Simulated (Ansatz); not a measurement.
**Run report: CuO, single-point calculation (part 2 of 3)**

CuO (8 atoms in the cell); DFT PBE, scalar-relativistic, plane waves, PAW, spin-polarised (Ansatz 0.2.0); cutoff 420 eV, 10×6×6 k-mesh, Gaussian smearing of 0.05 eV, collinear spins. The structure derives from an entry of the Crystallography Open Database.

Geometry of the input (Å; fractional positions):
```
2.0812  -2.0821  0.1647
-1.6728  -2.0821  -5.3003
2.0812  6.2462  0.1647
Cu 0.2404  -0.0019  0.2462
Cu 0.2404  -0.5019  -0.2538
O  0.6155  -0.2519  0.1212
O  0.3654  -0.7518  -0.1288
Cu 0.7404  -0.0019  0.7462
Cu 0.7405  -0.5019  0.2462
O  1.1155  -0.2519  0.6212
O  0.8654  -0.7519  0.3712
```

What the program printed, continued
```
SCF iter   1: F=—  HF=-28763.944548 eV  |F-HF|=—  |Δ(HF+E_count)|=         —  Δρ=7.51e-2 (↑7.51e-2 ↓7.51e-2)  dr2=5.86e-1  dr2_m=4.08e0  M=0.000 μB ∫|m|=1.467 μB  β_m=0.30  ethr=5.77e-4  ⟨swp⟩=2.0  Hψ=102191  notcnv=0  defer=2
preconditioner: auto → Kerker (q_TF=auto, 2.779 Å⁻¹)  [metal: Δε(μ)=0.002 eV  Ē_g=12.558 eV  σ=0.050 eV  W_gap=0.02  n_scr=32 (ndim 8)  ℏωp=32.4 eV  f_vac=0.011  D(μ)=3.32/eV (n_scr^D=32)]
spin=Collinear: Kerker preconditioning applied to the charge; magnetization (m = ρ↑ − ρ↓) channel mixes plain (no charge-response kernel on spin).
SCF iter   2: F=—  HF=-28764.451018 eV  |F-HF|=—  |Δ(HF+E_count)|=   5.06e-1  Δρ=5.33e-2 (↑5.33e-2 ↓5.33e-2)  dr2=3.75e-1  dr2_m=1.99e0  M=-0.000 μB ∫|m|=1.502 μB  β_m=0.30  ethr=5.77e-4  ⟨swp⟩=2.1  Hψ=28217  notcnv=0  defer=24
SCF iter   3: F=—  HF=-28764.761380 eV  |F-HF|=—  |Δ(HF+E_count)|=   3.10e-1  Δρ=3.93e-2 (↑3.93e-2 ↓3.93e-2)  dr2=2.30e-1  dr2_m=1.08e0  M=-0.000 μB ∫|m|=1.454 μB  β_m=0.30  ethr=3.75e-4  ⟨swp⟩=2.0  Hψ=28926  notcnv=0  defer=2414
SCF iter   4: F=—  HF=-28765.040696 eV  |F-HF|=—  |Δ(HF+E_count)|=   2.79e-1  Δρ=2.61e-2 (↑2.61e-2 ↓2.61e-2)  dr2=5.63e-2  dr2_m=5.43e-1  M=0.000 μB ∫|m|=1.454 μB  β_m=0.30  ethr=2.30e-4  ⟨swp⟩=2.7  Hψ=34519  notcnv=0  defer=2474
SCF iter   5: F=—  HF=-28765.066097 eV  |F-HF|=—  |Δ(HF+E_count)|=   2.54e-2  Δρ=2.01e-2 (↑2.01e-2 ↓2.01e-2)  dr2=1.32e-2  dr2_m=3.26e-1  M=-0.000 μB ∫|m|=1.390 μB  β_m=0.30  ethr=5.63e-5  ⟨swp⟩=1.0  Hψ=26635  notcnv=0  defer=2504
SCF iter   6: F=—  HF=-28765.083751 eV  |F-HF|=—  |Δ(HF+E_count)|=   1.77e-2  Δρ=1.56e-2 (↑1.56e-2 ↓1.56e-2)  dr2=4.13e-3  dr2_m=1.97e-1  M=0.000 μB ∫|m|=1.340 μB  β_m=0.30  ethr=1.32e-5  ⟨swp⟩=2.1  Hψ=27173  notcnv=0  defer=2504
SCF iter   7: F=—  HF=-28765.101840 eV  |F-HF|=—  |Δ(HF+E_count)|=   1.81e-2  Δρ=1.25e-2 (↑1.25e-2 ↓1.25e-2)  dr2=2.78e-3  dr2_m=1.27e-1  M=-0.000 μB ∫|m|=1.283 μB  β_m=0.30  ethr=4.13e-6  ⟨swp⟩=2.0  Hψ=41300  notcnv=0  defer=2504
SCF iter   8: F=—  HF=-28765.108707 eV  |F-HF|=—  |Δ(HF+E_count)|=   6.87e-3  Δρ=9.94e-3 (↑9.94e-3 ↓9.92e-3)  dr2=2.71e-3  dr2_m=8.00e-2  M=0.000 μB ∫|m|=1.240 μB  β_m=0.30  ethr=2.78e-6  ⟨swp⟩=2.3  Hψ=27691  notcnv=0  defer=2504
Mixer restart at iter 8: flushing history
spin-set hold released at iteration 8 (site moments contracting): the magnetisation degrees of freedom join the quasi-Newton model from the next iteration; the mixer history was flushed
SCF iter   9: F=—  HF=-28765.113321 eV  |F-HF|=—  |Δ(HF+E_count)|=   4.61e-3  Δρ=7.94e-3 (↑7.90e-3 ↓7.94e-3)  dr2=1.48e-3  dr2_m=5.11e-2  M=-0.000 μB ∫|m|=1.203 μB  β_m=0.55  ethr=2.71e-6  ⟨swp⟩=1.1  Hψ=20725  notcnv=0  defer=2504
SCF iter  10: F=—  HF=-28765.122323 eV  |F-HF|=—  |Δ(HF+E_count)|=   9.00e-3  Δρ=3.32e-3 (↑3.32e-3 ↓2.23e-3)  dr2=2.88e-3  dr2_m=5.72e-3  M=0.001 μB ∫|m|=1.024 μB  β_m=0.82  ethr=1.48e-6  ⟨swp⟩=2.0  Hψ=38873  notcnv=0  defer=2504
SCF iter  11: F=—  HF=-28765.125929 eV  |F-HF|=—  |Δ(HF+E_count)|=   3.61e-3  Δρ=4.10e-3 (↑2.13e-3 ↓4.10e-3)  dr2=2.25e-2  dr2_m=2.12e-3  M=-0.003 μB ∫|m|=0.932 μB  β_m=0.78  ethr=1.48e-6  ⟨swp⟩=2.0  Hψ=40219  notcnv=0  defer=2504  recentre
SCF iter  12: F=—  HF=-28765.128580 eV  |F-HF|=—  |Δ(HF+E_count)|=   2.65e-3  Δρ=3.79e-3 (↑3.79e-3 ↓2.18e-3)  dr2=2.13e-2  dr2_m=1.31e-3  M=0.002 μB ∫|m|=0.822 μB  β_m=0.66  ethr=1.48e-6  ⟨swp⟩=2.0  Hψ=43973  notcnv=0  defer=2504
SCF iter  13: F=—  HF=-28765.127305 eV  |F-HF|=—  |Δ(HF+E_count)|=   1.28e-3  Δρ=2.54e-3 (↑1.22e-3 ↓2.54e-3)  dr2=5.22e-3  dr2_m=1.70e-3  M=-0.001 μB ∫|m|=0.798 μB  β_m=0.34  ethr=1.48e-6  ⟨swp⟩=2.0  Hψ=41848  notcnv=0  defer=2533
SCF iter  14: F=—  HF=-28765.128440 eV  |F-HF|=—  |Δ(HF+E_count)|=   1.14e-3  Δρ=2.07e-3 (↑2.07e-3 ↓1.28e-3)  dr2=4.95e-3  dr2_m=9.25e-4  M=0.001 μB ∫|m|=0.720 μB  β_m=0.12  ethr=1.48e-6  ⟨swp⟩=2.0  Hψ=38991  notcnv=0  defer=2533
SCF iter  15: F=—  HF=-28765.129585 eV  |F-HF|=—  |Δ(HF+E_count)|=   1.15e-3  Δρ=9.92e-4 (↑9.92e-4 ↓9.09e-4)  dr2=9.63e-5  dr2_m=7.17e-4  M=-0.000 μB ∫|m|=0.613 μB  β_m=0.16  ethr=1.48e-6  ⟨swp⟩=2.0  Hψ=33446  notcnv=0  defer=2533
SCF iter  16: F=—  HF=-28765.131813 eV  |F-HF|=—  |Δ(HF+E_count)|=   2.23e-3  Δρ=1.13e-3 (↑9.36e-4 ↓1.13e-3)  dr2=7.08e-4  dr2_m=7.36e-4  M=-0.000 μB ∫|m|=0.402 μB  β_m=0.31  ethr=9.63e-8  ⟨swp⟩=2.8  Hψ=41234  notcnv=0  defer=2533
SCF iter  17: F=—  HF=-28765.134169 eV  |F-HF|=—  |Δ(HF+E_count)|=   2.36e-3  Δρ=1.12e-3 (↑9.85e-4 ↓1.12e-3)  dr2=2.61e-3  dr2_m=1.33e-4  M=-0.001 μB ∫|m|=0.161 μB  β_m=0.44  ethr=9.63e-8  ⟨swp⟩=3.0  Hψ=49430  notcnv=0  defer=2534
SCF iter  18: F=—  HF=-28765.134343 eV  |F-HF|=—  |Δ(HF+E_count)|=   1.74e-4  Δρ=1.02e-3 (↑1.02e-3 ↓8.66e-4)  dr2=2.62e-3  dr2_m=3.74e-5  M=-0.001 μB ∫|m|=0.023 μB  β_m=0.41  ethr=9.63e-8  ⟨swp⟩=2.4  Hψ=40306  notcnv=0  defer=2535
SCF iter  19: F=—  HF=-28765.134469 eV  |F-HF|=—  |Δ(HF+E_count)|=   1.26e-4  Δρ=1.44e-3 (↑1.34e-3 ↓1.44e-3)  dr2=5.91e-3  dr2_m=1.47e-5  M=-0.001 μB ∫|m|=0.056 μB  β_m=0.30  ethr=9.63e-8  ⟨swp⟩=2.0  Hψ=39353  notcnv=0  defer=2535  recentre
SCF iter  20: F=—  HF=-28765.134182 eV  |F-HF|=—  |Δ(HF+E_count)|=   2.87e-4  Δρ=4.94e-4 (↑4.94e-4 ↓4.16e-4)  dr2=6.07e-4  dr2_m=1.55e-5  M=-0.001 μB ∫|m|=0.016 μB  β_m=0.40  ethr=9.63e-8  ⟨swp⟩=2.0  Hψ=39519  notcnv=0  defer=2535
SCF iter  21: F=—  HF=-28765.134134 eV  |F-HF|=—  |Δ(HF+E_count)|=   4.81e-5  Δρ=1.96e-4 (↑1.96e-4 ↓1.52e-4)  dr2=7.04e-5  dr2_m=4.71e-6  M=-0.001 μB ∫|m|=0.024 μB  β_m=0.44  ethr=9.63e-8  ⟨swp⟩=2.0  Hψ=31931  notcnv=0  defer=2535
SCF iter  22: F=—  HF=-28765.134141 eV  |F-HF|=—  |Δ(HF+E_count)|=   7.17e-6  Δρ=6.74e-5 (↑6.74e-5 ↓6.05e-5)  dr2=8.30e-6  dr2_m=1.30e-6  M=-0.001 μB ∫|m|=0.010 μB  β_m=0.53  ethr=7.04e-8  ⟨swp⟩=2.1  Hψ=31062  notcnv=0  defer=2535
SCF iter  23: F=—  HF=-28765.134146 eV  |F-HF|=—  |Δ(HF+E_count)|=   4.66e-6  Δρ=1.04e-4 (↑9.12e-5 ↓1.04e-4)  dr2=2.48e-5  dr2_m=8.55e-7  M=-0.000 μB ∫|m|=0.009 μB  β_m=0.53  ethr=8.30e-9  ⟨swp⟩=2.0  Hψ=34765  notcnv=0  defer=2535
SCF iter  24: F=—  HF=-28765.134146 eV  |F-HF|=—  |Δ(HF+E_count)|=   2.36e-7  Δρ=7.60e-5 (↑7.60e-5 ↓7.12e-5)  dr2=1.26e-5  dr2_m=5.91e-7  M=-0.000 μB ∫|m|=0.008 μB  β_m=0.51  ethr=8.30e-9  ⟨swp⟩=2.0  Hψ=30801  notcnv=0  defer=2535
SCF iter  25: F=—  HF=-28765.134146 eV  |F-HF|=—  |Δ(HF+E_count)|=   4.53e-7  Δρ=4.49e-5 (↑4.49e-5 ↓2.72e-5)  dr2=2.04e-6  dr2_m=4.67e-7  M=-0.000 μB ∫|m|=0.007 μB  β_m=0.47  ethr=8.30e-9  ⟨swp⟩=2.0  Hψ=28135  notcnv=0  defer=2535
SCF iter  26: F=—  HF=-28765.134146 eV  |F-HF|=—  |Δ(HF+E_count)|=   3.22e-8  Δρ=2.64e-5 (↑2.14e-5 ↓2.64e-5)  dr2=4.56e-7  dr2_m=2.98e-7  M=-0.000 μB ∫|m|=0.006 μB  β_m=0.74  ethr=2.04e-9  ⟨swp⟩=2.0  Hψ=31618  notcnv=0  defer=2535
SCF iter  27: F=—  HF=-28765.134147 eV  |F-HF|=—  |Δ(HF+E_count)|=   6.77e-7  Δρ=4.25e-5 (↑4.25e-5 ↓4.03e-5)  dr2=4.55e-6  dr2_m=1.34e-7  M=0.000 μB ∫|m|=0.005 μB  β_m=0.70  ethr=4.56e-10  ⟨swp⟩=2.0  Hψ=38592  notcnv=0  defer=2535  recentre
SCF iter  28: F=—  HF=-28765.134147 eV  |F-HF|=—  |Δ(HF+E_count)|=   1.57e-7  Δρ=4.85e-5 (↑4.85e-5 ↓4.65e-5)  dr2=6.15e-6  dr2_m=1.39e-7  M=0.000 μB ∫|m|=0.004 μB  β_m=0.54  ethr=4.56e-10  ⟨swp⟩=2.0  Hψ=38949  notcnv=0  defer=2535
SCF iter  29: F=—  HF=-28765.134147 eV  |F-HF|=—  |Δ(HF+E_count)|=   1.54e-7  Δρ=4.47e-5 (↑4.47e-5 ↓3.45e-5)  dr2=4.43e-6  dr2_m=4.54e-8  M=0.000 μB ∫|m|=0.003 μB  β_m=0.41  ethr=4.56e-10  ⟨swp⟩=2.0  Hψ=38879  notcnv=0  defer=2535
SCF iter  30: F=—  HF=-28765.134147 eV  |F-HF|=—  |Δ(HF+E_count)|=   5.70e-8  Δρ=3.86e-5 (↑2.45e-5 ↓3.86e-5)  dr2=2.85e-6  dr2_m=5.85e-8  M=0.000 μB ∫|m|=0.003 μB  β_m=0.32  ethr=4.56e-10  ⟨swp⟩=2.0  Hψ=39048  notcnv=0  defer=2535
SCF iter  31: F=—  HF=-28765.134147 eV  |F-HF|=—  |Δ(HF+E_count)|=   7.10e-8  Δρ=1.50e-5 (↑7.70e-6 ↓1.50e-5)  dr2=3.57e-7  dr2_m=2.44e-8  M=0.000 μB ∫|m|=0.002 μB  β_m=0.66  ethr=4.56e-10  ⟨swp⟩=1.8  Hψ=29101  notcnv=0  defer=2535
SCF iter  32: F=—  HF=-28765.134147 eV  |F-HF|=—  |Δ(HF+E_count)|=   1.08e-7  Δρ=1.31e-5 (↑1.17e-5 ↓1.31e-5)  dr2=3.96e-7  dr2_m=9.38e-9  M=0.000 μB ∫|m|=0.001 μB  β_m=0.78  ethr=3.57e-10  ⟨swp⟩=2.1  Hψ=29375  notcnv=0  defer=2535
iter 33 did not close the SCF: its close was put off for a magnetic moment that had not settled (scf_convergence_deferred on its scf_iter line)
SCF iter  33: F=-28765.134147 eV  HF=-28765.134147 eV  |F-HF|=5.26e-8  |Δ(HF+E_count)|=   1.66e-8  Δρ=5.36e-6 (↑5.36e-6 ↓4.25e-6)  dr2=5.67e-8  dr2_m=3.57e-9  M=0.000 μB ∫|m|=0.000 μB  β_m=0.78  ethr=1.00e-10  ⟨swp⟩=7.2  Hψ=97326  notcnv=0
iter 34 did not close the SCF: its close was put off for a magnetic moment that had not settled (scf_convergence_deferred on its scf_iter line)
SCF iter  34: F=-28765.134147 eV  HF=-28765.134147 eV  |F-HF|=4.96e-8  |Δ(HF+E_count)|=   6.25e-9  Δρ=4.97e-6 (↑4.56e-6 ↓4.97e-6)  dr2=5.28e-8  dr2_m=1.55e-9  M=0.000 μB ∫|m|=0.000 μB  β_m=0.76  ethr=5.67e-11  ⟨swp⟩=2.0  Hψ=60902  notcnv=0
iter 35 did not close the SCF: its close was put off for a magnetic moment that had not settled (scf_convergence_deferred on its scf_iter line)
SCF iter  35: F=-28765.134147 eV  HF=-28765.134147 eV  |F-HF|=1.61e-8  |Δ(HF+E_count)|=   1.22e-9  Δρ=2.66e-6 (↑2.66e-6 ↓2.35e-6)  dr2=1.52e-8  dr2_m=8.71e-10  M=0.000 μB ∫|m|=0.000 μB  β_m=0.81  ethr=5.28e-11  ⟨swp⟩=2.0  Hψ=62681  notcnv=0
iter 36 did not close the SCF: its close was put off for a magnetic moment that had not settled (scf_convergence_deferred on its scf_iter line)
SCF iter  36: F=-28765.134147 eV  HF=-28765.134147 eV  |F-HF|=2.59e-9  |Δ(HF+E_count)|=  2.07e-10  Δρ=1.19e-6 (↑1.19e-6 ↓1.06e-6)  dr2=2.19e-9  dr2_m=3.18e-10  M=0.000 μB ∫|m|=0.000 μB  β_m=0.78  ethr=1.52e-11  ⟨swp⟩=2.0  Hψ=58104  notcnv=0
iter 37 did not close the SCF: its close was put off for a magnetic moment that had not settled (scf_convergence_deferred on its scf_iter line)
SCF iter  37: F=-28765.134147 eV  HF=-28765.134147 eV  |F-HF|=3.26e-9  |Δ(HF+E_count)|=  2.91e-11  Δρ=1.42e-6 (↑8.49e-7 ↓1.42e-6)  dr2=3.32e-9  dr2_m=1.62e-10  M=-0.000 μB ∫|m|=0.000 μB  β_m=0.74  ethr=2.19e-12  ⟨swp⟩=1.0  Hψ=57232  notcnv=0
SCF iter  38: F=-28765.134147 eV  HF=-28765.134147 eV  |F-HF|=1.83e-8  |Δ(HF+E_count)|=   1.01e-9  Δρ=2.61e-6 (↑2.61e-6 ↓2.13e-6)  dr2=1.71e-8  dr2_m=9.47e-11  M=-0.000 μB ∫|m|=0.000 μB  ethr=2.19e-12  ⟨swp⟩=1.0  Hψ=58186  notcnv=0
WARN: the starting moments were not kept: the SCF closed with an absolute magnetisation of 5.8e-5 μB, where they sum to 4 μB in size (4 sites). That is at most 0.1 of that sum. Measured as dr2_m measures the in/out step, that magnetisation stands 2.1e-9 eV from none, at or under the dr2_threshold of 1.0e-7 eV: it is no larger than a step whose dr2_m would equal this threshold. The system may hold no moment; this SCF shows only that its start led to no more than that. To try another start: raise the starting moments (crystal.atoms[].spin, magnetization.per_species, magnetization.initial_magnetization, or on a non-collinear deck that types none of these the spinor_matrix: blocks that start its atoms; where the total moment is fixed, keep their sum and leave initial_magnetization as it is; typed ones take the place of any that the run laid by itself, positive ones on a crystal's lanthanoids without a Hubbard term where scf.initial_density.shell_occupations: [] is typed) or, if the notice of its spin-set hold's release reads "site moments contracting" or "site moments show no strong build", lengthen the hold (scf.mixing.spin_hold: { on: { confirm: 4 } }; for m-r²SCAN on two components see the key's manual first). Each may lead to a state that holds a moment. A second SCF, from the converged charge density, with the starting moments and any scf.initial_density.shell_occupations laid on it anew, would have followed, and was not run: the deck does not ask for one (magnetization.retry_lost_moments is false, the default). To let it run, set magnetization.retry_lost_moments: true and run the deck again, where that key's refused combinations let it; where memory then withholds it, that run's warning says so.
SCF 1 converged in 38 iterations: F = -28765.134147 eV  dr2 = 1.71e-8
  greatest PAW one-centre occupation: 1.000 electrons in one spin orbital (limit 2), on the Cu atom at site 5 (counted from 0), in its partial waves of l = 0
```

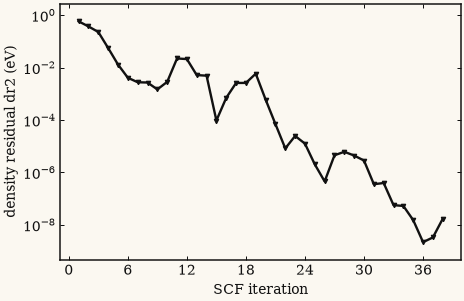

Figure 1. Convergence of the self-consistent field: density residual dr2 against the SCF iteration. The residual falls unevenly and jumps up by a factor of two or more 7 times on the way down.

```
SCF converged after 38 iterations
Magnetization: -0.0000 μB (50.0000 up, 50.0000 down)
Absolute magnetization: 0.0001 μB (∫|ρ↑−ρ↓|, with the PAW one-centre terms)
Spin contamination: 0.0000 ħ² per cell (⟨S²⟩ above its minimum at these occupations)
Per-site moments (μB) at R_I (Å): [(-2.023480180560792e-5, 0.8074663121903316), (1.0578905132661977e-5, 0.8074663121444303), (-3.801029393197801e-6, 0.8074663121444304), (2.924009094670171e-6, 0.8074663121444303), (2.0596838352582848e-6, 0.8074663121903314), (5.093038580047418e-6, 0.8074663121444304), (2.924009094639806e-6, 0.8074663121444307), (-3.801029393182595e-6, 0.8074663121444308)]
Free energy (F): -28765.134147 eV
Harris-Foulkes:  -28765.134147 eV  (|F-HF|=1.83e-8)
Internal energy: -28765.128951 eV  (E = F + TS)
E sigma→0 (E₀):  -28765.131549 eV
Entropy (-TS):   -0.005196 eV (-0.650 meV/atom)
Fermi energy:    10.696936 eV
```
